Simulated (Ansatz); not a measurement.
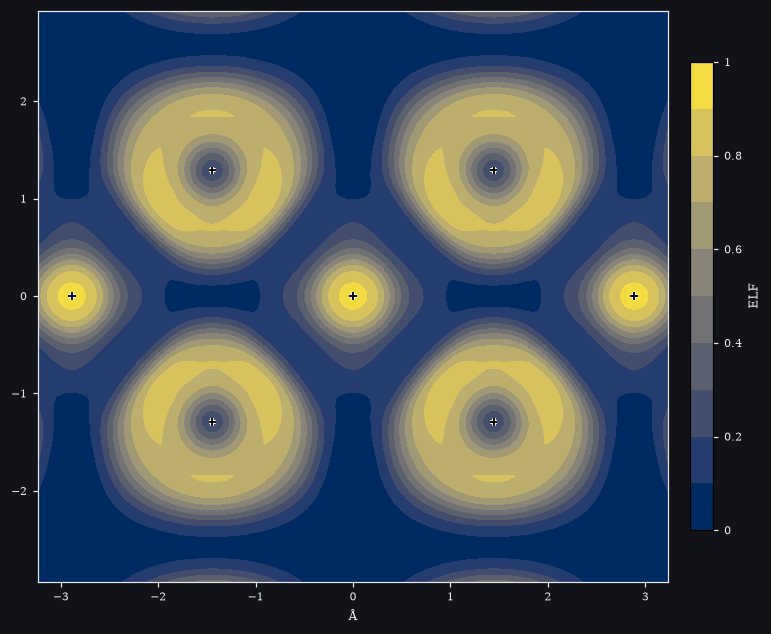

The ELF on a plane through atoms (crosses mark nuclei in the plane).

Method: DFT r2SCAN, scalar-relativistic, plane waves, PAW (Ansatz).

Candidates:
A. Ti3C2, a = 3.06 Å, b = 3.06 Å, c = 15.12 Å, α = 90.00°, β = 90.00°, γ = 120.00°. Space group P6₃/mmc; a structure from a database of computed crystals, not necessarily the ambient phase; computed without spin polarisation.
B. CuO, a = 2.89 Å, b = 2.89 Å, c = 5.16 Å, α = 90.00°, β = 90.00°, γ = 90.19°. Space group Cccm; a structure from a database of computed crystals, not necessarily the ambient phase; spin-polarised.

Which system is this?

Answer. Candidate B: CuO on the (010) plane of the cell of the magnetic structure, which holds Cu and O. Cu–O (1.94 Å): the ELF peaks at about 0.85 in the valence shell of O, 0.6 Å from its nucleus, and is about 0.20 at the midpoint (no localised pair shows between them).
